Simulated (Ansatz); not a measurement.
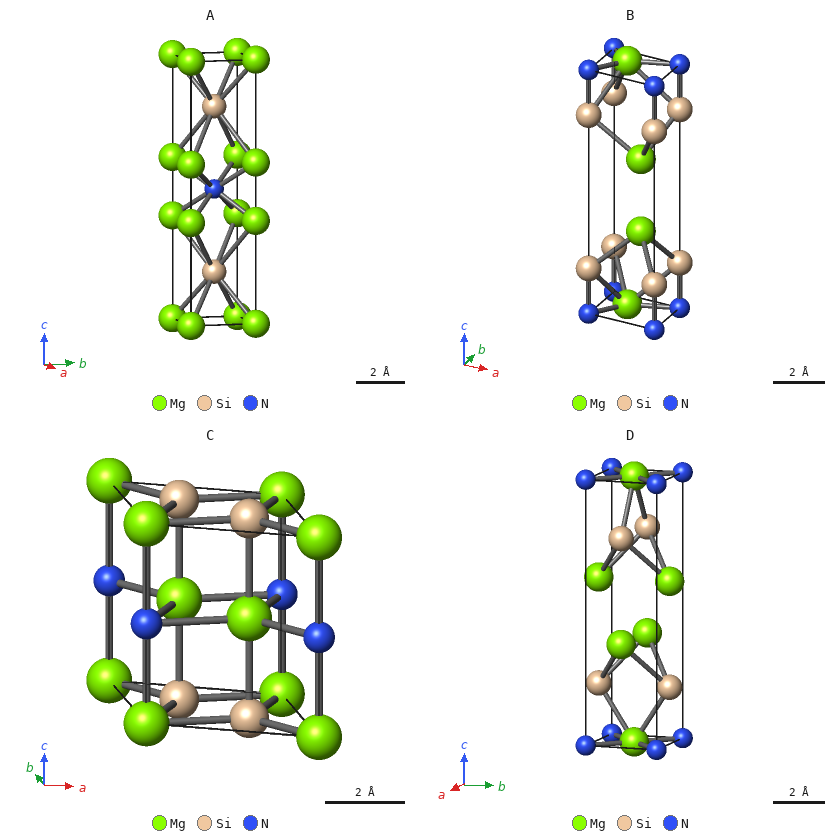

Four structures of Mg3Si2N, each relaxed to rest (conventional cells in solid outline, small ones repeated, each panel with its own scale). Method: DFT PBE, scalar-relativistic, plane waves, PAW (Ansatz 0.2.0), without spin polarisation.

**Name the structure in each panel.**

A: 6 atoms a cell on a primitive tetragonal lattice, P4/mmm; B: 6 atoms a cell on a primitive hexagonal lattice, P-6m2; C: 6 atoms a cell on a primitive hexagonal lattice, P6/mmm; D: 6 atoms a cell on a primitive tetragonal lattice, P-4m2.

**Which of these is lowest in energy, and how far above it do the others lie?**

A, then B (+54 meV/atom), D (+189 meV/atom) and C (+419 meV/atom), energies at zero smearing.

**Collect the results in a table.**

| panel | structure | E − E(lowest) (meV/atom) | volume (Å³/atom) | gap (eV) |
| --- | --- | --- | --- | --- |
| A | P4/mmm | 0 | 14.7 | metal |
| B | P-6m2 | 54 | 19.5 | metal |
| D | P-4m2 | 189 | 16.3 | metal |
| C | P6/mmm | 419 | 16.4 | metal |

Some of these may be structure types tried for this composition rather than known phases, and the most stable form need not be among them. Gaps are taken on the k-mesh or band path of each run.
